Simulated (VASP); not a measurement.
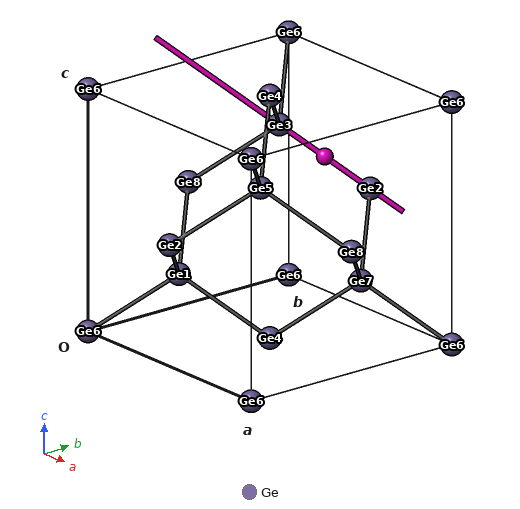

The coloured rod is the axis of a symmetry operation of the crystal, the small sphere its inversion point. Crystal: Ge, the end point of a relaxation with VASP Kohn-Sham DFT of a periodic cell, PBE with D3(BJ), VASP PAW PBE potentials, recommended (VASP 6.6.1). Geometry calculated from the standardised cell; symmetry tolerance 0.002 Å.

a = 5.700 Å, b = 5.700 Å, c = 5.700 Å, α = 90.00°, β = 90.00°, γ = 90.00°.

```tsv
atom	x	y	z
Ge1	0.2500	0.2500	0.2500
Ge2	0.5000	0.0000	0.5000
Ge3	0.2500	0.7500	0.7500
Ge4	0.5000	0.5000	0.0000
Ge5	0.7500	0.2500	0.7500
Ge6	0.0000	0.0000	0.0000
Ge7	0.7500	0.7500	0.2500
Ge8	0.0000	0.5000	0.5000
```

Take the operation x, y, z → −y+5/4, z+1/4, x+1/4.

### What kind of operation is it, and where does it lie?

It is a −3 rotoinversion axis with its inversion point at (3/8, 7/8, 5/8), along [−1 −1 1].

### Onto which atom does it carry each atom (up to whole multiples of a, b and c)?

Ge1 → Ge8, Ge2 → Ge3, Ge3 → Ge2, Ge4 → Ge5, Ge5 → Ge6, Ge6 → Ge1, Ge7 → Ge4, Ge8 → Ge7.
